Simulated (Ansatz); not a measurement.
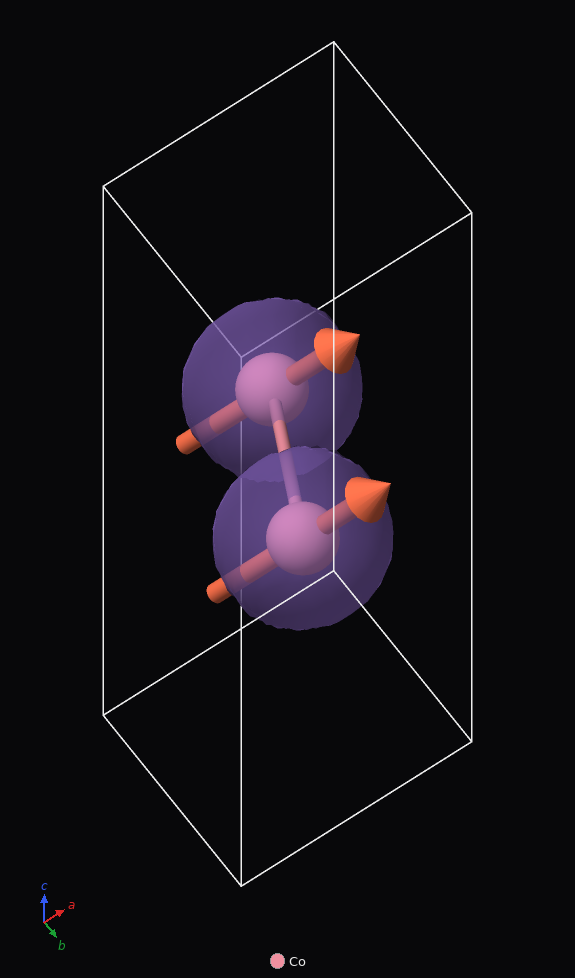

Co. Isosurface of the size of the magnetisation density at 0.4 e/Å³ (purple), with the spin moments of the magnetic sites as arrows; seen at an oblique angle.

Space group P-3m1; a structure from a database of computed crystals, not necessarily the ambient phase.

Level of theory: Ansatz, DFT, PBE, PAW with Ansatz's default frozen-core files, fully relativistic files with spin-orbit coupling.

Core electrons are frozen (PAW), and the valence fields are smoothed inside the atomic spheres.

Describe the magnetic structure.

Spin moments: Co 1.6 μB. All point the same way (ferromagnetic), along [1 0 0] of the cell.
